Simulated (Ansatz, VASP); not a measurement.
# H2C10O (OH-terminated C(111)): VASP beside Ansatz, part 3 of 3

Aim: how closely do two programs agree when they are given the same cell, functional and k mesh?  The structure shown is the end of the VASP relaxation below.

VASP 6.6.1 and Ansatz 0.2.0.

So far: The starting structure; VASP: relaxation, PBE; Ansatz: single point, PBE; Differences; Looking for the cause; Ansatz: band structure, PBE.

## (7) VASP: band structure, PBE

Level of this step: PBE; plane waves and PAW (C, H, O) (VASP).

The same cell, functional, mesh and smearing now go to VASP, with its own data sets and cutoff.

Contents of INCAR:

```
SYSTEM = H2C10O
PREC = Normal
ENCUT = 440
EDIFF = 1E-06
NELM = 120
ISMEAR = 0
SIGMA = 0.03
LREAL = Auto
ALGO = Fast
GGA = PE
NBANDS = 37
LORBIT = 11
LWAVE = .FALSE.
LCHARG = .TRUE.
KPAR = 4
IDIPOL = 3
LDIPOL = .TRUE.
DIPOL = 0.5 0.5 0.505
LVHAR = .TRUE.
LVACPOTAV = .TRUE.
NEDOS = 1500
```

Contents of POSCAR:

```
H2C10O
1.0
    2.5267879902      0.0000000000      0.0000000000
    1.2633939951      2.1882625895      0.0000000000
    0.0000000000      0.0000000000     27.7282334576
C H O
10 2 1
Direct
    0.3425291504      0.3214314731      0.3294997421
    0.6759940723      0.6548373937      0.3471072625
    0.6761513596      0.6550603903      0.4031985172
    0.0095319849      0.9884213164      0.4217669463
    0.0102176914      0.9882068794      0.4775962587
    0.3437489455      0.3213571898      0.4962134132
    0.3445897152      0.3203228304      0.5520341941
    0.6780673812      0.6533655535      0.5706680125
    0.6777507893      0.6514559357      0.6265597604
    0.0102632610      0.9834122306      0.6451534759
    0.3428430423      0.3208837225      0.2894397326
    0.2171360589      0.1745841324      0.7079224951
    0.9956992282      0.9666609523      0.6964618696
```

Contents of KPOINTS:

```
Automatic mesh
0
Gamma
12 12 1
0 0 0
```

Contents of KPOINTS_OPT:

```
Line mode
14
Line-mode
Reciprocal
  0.00000000   0.00000000   0.00000000 GAMMA
  0.00000000  -0.50000000   0.00000000 M

  0.00000000  -0.50000000   0.00000000 M
  0.33333333  -0.33333333   0.00000000 K

  0.33333333  -0.33333333   0.00000000 K
  0.00000000   0.00000000   0.00000000 GAMMA
```

Potentials, in the order of the species: C, H and O (PBE family, release 64).

The run is started by

```console
$ mpirun -np 4 vasp_std
```

Numbers of over 12 decimals in the logs are rounded to 6 here.

The log of the run:

```text
[... set-up lines as in an earlier step ...]
 entering main loop
       N       E                     dE             d eps       ncg     rms          rms(c)
DAV:   1     0.263080644359E+03    0.26308E+03   -0.21184E+04  5524   0.101E+03
DAV:   2    -0.848448169280E+02   -0.34793E+03   -0.32735E+03  7664   0.264E+02
DAV:   3    -0.108603540265E+03   -0.23759E+02   -0.23470E+02  6897   0.693E+01
DAV:   4    -0.109159297085E+03   -0.55576E+00   -0.55383E+00  7478   0.117E+01
[...]
RMM:  20    -0.104598107319E+03   -0.10398E-04   -0.59417E-07  5552   0.238E-03    0.497E-04
RMM:  21    -0.104598111648E+03   -0.43294E-05   -0.19780E-07  5064   0.165E-03    0.254E-04
RMM:  22    -0.104598112295E+03   -0.64662E-06   -0.61984E-08  4106   0.109E-03
 -----------------------------------------------------------------------------
|                                                                             |
|           W    W    AA    RRRRR   N    N  II  N    N   GGGG   !!!           |
|           W    W   A  A   R    R  NN   N  II  NN   N  G    G  !!!           |
[...]
|           WW  WW  A    A  R   R   N   NN  II  N   NN  G    G                |
|           W    W  A    A  R    R  N    N  II  N    N   GGGG   !!!           |
|                                                                             |
|     Did not find any points to average over, which means that no vacuum     |
|     field-free region was found. Please increase the size of  your cell     |
|     in the dimension of the dipole correction to obtain accurate            |
|     workfunction values.                                                    |
|                                                                             |
 -----------------------------------------------------------------------------

   1 F= -.10459811E+03 E0= -.10459811E+03  d E =-.976679E-14
 Start KPOINTS_OPT (optional k-point list driver)
k-point batch [1-42\42]
       N       E                     dE             ncg
DAV:   1     0.100410981215E+03   -0.58928E+05     3132
DAV:   2    -0.131032374882E+05   -0.13204E+05     4240
DAV:   3    -0.141288209486E+05   -0.10256E+04     4056
DAV:   4    -0.141530759587E+05   -0.24255E+02     4232
[...]
DAV:   8    -0.141537952151E+05   -0.31226E-04     3920
DAV:   9    -0.141537952162E+05   -0.11298E-05     3003
DAV:  10    -0.141537952165E+05   -0.22023E-06     2888
```

From OUTCAR (step 7):

```text
  Total        1.8001470      2.2084027     -0.9244138     -0.3209436      0.0776885     -0.0835401
  in kB       18.8117029     23.0780127     -9.6602102     -3.3538908      0.8118523     -0.8730013
  external PRESSURE =      10.7431685 kB  Pullay stress =       0.0000000 kB

 POSITION                                       TOTAL-FORCE (eV/Angst)
 -----------------------------------------------------------------------------------
      1.27159      0.70338      9.13645         0.010845     -0.000840      0.009486
      2.53541      1.43296      9.62467        -0.004597     -0.001243      0.009526
      2.53609      1.43344     11.17998         0.003032     -0.001166     -0.015803
      1.27285      2.16293     11.69485         0.005907     -0.003788     -0.008971
      1.27431      2.16246     13.24290        -0.005230     -0.001314      0.004872
      1.27458      0.70321     13.75912        -0.002377     -0.005004     -0.005149
      1.27540      0.70095     15.30693        -0.004838     -0.001514      0.006390
      2.53879      1.42974     15.82362         0.004091     -0.000528     -0.000377
      2.53558      1.42556     17.37340        -0.003788     -0.001165      0.002458
      1.26837      2.15196     17.88897        -0.004795      0.002996      0.009982
      1.27169      0.70218      8.02565         0.000757      0.004640      0.013292
      0.76923      0.38204     19.62944        -0.006369      0.001974     -0.012233
      3.73719      2.11531     19.31166         0.007364      0.006950     -0.013473
 -----------------------------------------------------------------------------------
    total drift:                               -0.001092      0.018065     -0.005091

  FREE ENERGIE OF THE ION-ELECTRON SYSTEM (eV)
  ---------------------------------------------------
  free  energy   TOTEN  =      -104.5981122948 eV

  energy  without entropy=     -104.5981122948  energy(sigma->0) =     -104.59811229

[... 2 parts as in an earlier step ...]

[... 1 further part left out ...]
[key lines of the parts left out:]
E-fermi :   2.3220
```

## (8) Comparison

Compared:

```csv
quantity,Ansatz,VASP,difference
gap over the path points (eV),1.897,1.877,+0.020
```

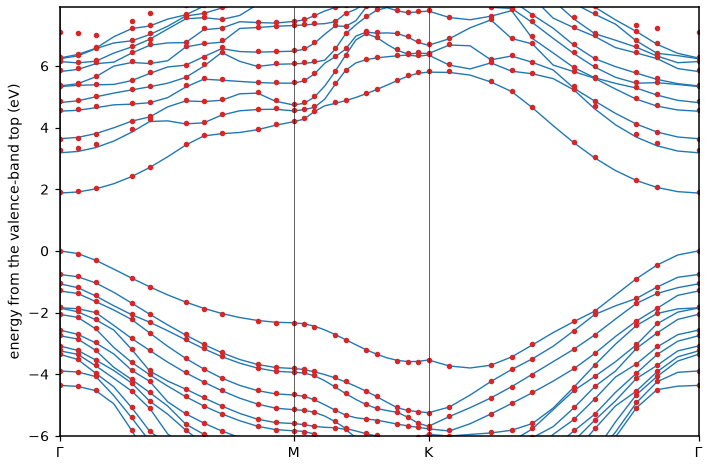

Bands from VASP (lines) and levels from Ansatz (dots). Dots without a line are higher empty bands that the VASP plot leaves out.

Levels at points of the path, from each program's valence-band top (eV; 4 filled, then empty):

```csv
k (reciprocal lattice),Ansatz,VASP
0.000 0.000 0.000,-1.28 -1.05 -0.74 0.00 1.90 3.29 3.63,-1.30 -1.07 -0.77 0.00 1.88 3.18 3.64
0.000 -0.038 0.000,-1.36 -1.17 -0.82 -0.09 1.93 3.33 3.67,-1.38 -1.19 -0.84 -0.09 1.91 3.23 3.68
0.000 -0.077 0.000,-1.62 -1.45 -1.02 -0.31 2.03 3.46 3.80,-1.65 -1.46 -1.04 -0.31 2.01 3.35 3.81
0.000 -0.154 0.000,-2.21 -2.05 -1.68 -0.89 2.43 3.95 4.21,-2.23 -2.07 -1.70 -0.89 2.41 3.85 4.21
0.000 -0.192 0.000,-2.65 -2.29 -2.04 -1.17 2.73 4.27 4.39,-2.66 -2.31 -2.06 -1.17 2.71 4.20 4.34
0.000 -0.269 0.000,-3.48 -2.87 -2.71 -1.67 3.45 4.15 4.90,-3.49 -2.88 -2.73 -1.66 3.43 4.12 4.87
0.000 -0.308 0.000,-3.82 -3.15 -3.01 -1.87 3.75 4.18 4.87,-3.83 -3.17 -3.03 -1.86 3.73 4.15 4.84
0.000 -0.346 0.000,-4.11 -3.41 -3.28 -2.04 3.83 4.43 4.91,-4.13 -3.43 -3.30 -2.03 3.80 4.41 4.89
0.000 -0.423 0.000,-4.52 -3.78 -3.67 -2.27 3.96 4.62 5.15,-4.53 -3.80 -3.68 -2.26 3.93 4.59 5.12
0.000 -0.462 0.000,-4.62 -3.88 -3.77 -2.33 4.11 4.63 4.88,-4.64 -3.90 -3.78 -2.31 4.08 4.59 4.85
```

At this near-relaxed geometry the largest component of a force difference is 104 meV/Å. Among the levels compared (up to four filled and three empty ones at each point), filled levels agree within 23 meV and empty ones within 103 meV.

## (9) What moves the difference

The difference is large enough to ask for its cause, so further runs change the set-up of one program at a time, as the table lists.

```csv
run,r.m.s. force difference (meV/Å)
as above,35
Ansatz's larger PAW set (cutoff 1000 eV),37
norm-conserving potentials (cutoff 1240 eV),37
```

## (10) What came out

```
r.m.s. force difference (single point, PBE)         : 35 meV/Å
difference in gap on the k mesh (single point, PBE) : 0.044 eV
r.m.s. force difference (band structure, PBE)       : 35 meV/Å
```

In words: The r.m.s. force difference is 35 meV/Å (band structure, PBE), beyond the 12 meV/Å picked in this series as the mark of a large difference. For single point, PBE: no further run halves the r.m.s. force difference; only Ansatz's side was varied, and Ansatz's runs with other potentials lie closer to each other than to VASP, which for this quantity points to VASP's side; this was not tested here. For band structure, PBE: no further run halves the r.m.s. force difference; only Ansatz's side was varied, and Ansatz's runs with other potentials lie closer to each other than to VASP, which for this quantity points to VASP's side; this was not tested here. How closely two codes agree says nothing of how well the functional describes the real material.

[Lines on the potential files, build, host, timing and source positions are cut from VASP's logs without a mark.]

[Logs are printed without paths, hosts, clocks, repeated set-up lines and the standing remarks that a program may print on its own settings, such as how far it seeks lower states.]

[Hosts, paths, dates, database ids (printed as entryN), source tags and the programs' standing remarks are cut or masked in the printed files.]
